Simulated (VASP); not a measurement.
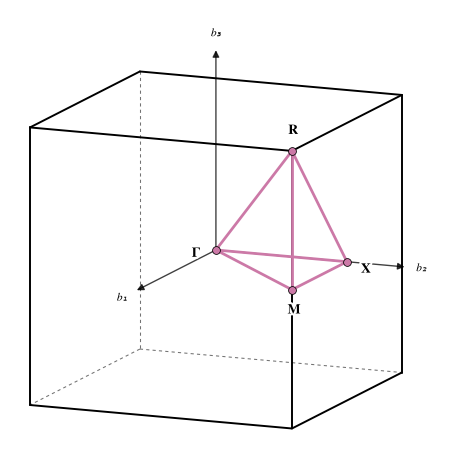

For AlRu, the geometry relaxed with VASP Kohn-Sham DFT of a periodic cell, vdW-DF-cx, VASP PAW PBE potentials, recommended (VASP 6.6.1): the first Brillouin zone and its special points. Symmetry computed with spglib at a tolerance of 0.002 Å; standard conventional cell.

Space group No. 221, Pm-3m; a = 2.983 Å, b = 2.983 Å, c = 2.983 Å, α = 90.00°, β = 90.00°, γ = 90.00°.

Labels and path follow the convention of Hinuma et al. (2017), as computed by seekpath; the arrows show the directions of the reciprocal primitive vectors b₁, b₂, b₃, in which coordinates are given; lengths include the factor 2π.

Question: List the special points with their coordinates and distances from Γ.

Answer:
```csv
point,k₁,k₂,k₃,length of k (1/Å)
Γ,0,0,0,0.000
R,1/2,1/2,1/2,1.824
M,1/2,1/2,0,1.490
X,0,1/2,0,1.053
```

Question: What is the zone's volume?

Answer: (2π)³ over the primitive cell's volume of 26.53 Å³: 9.35 Å⁻³.
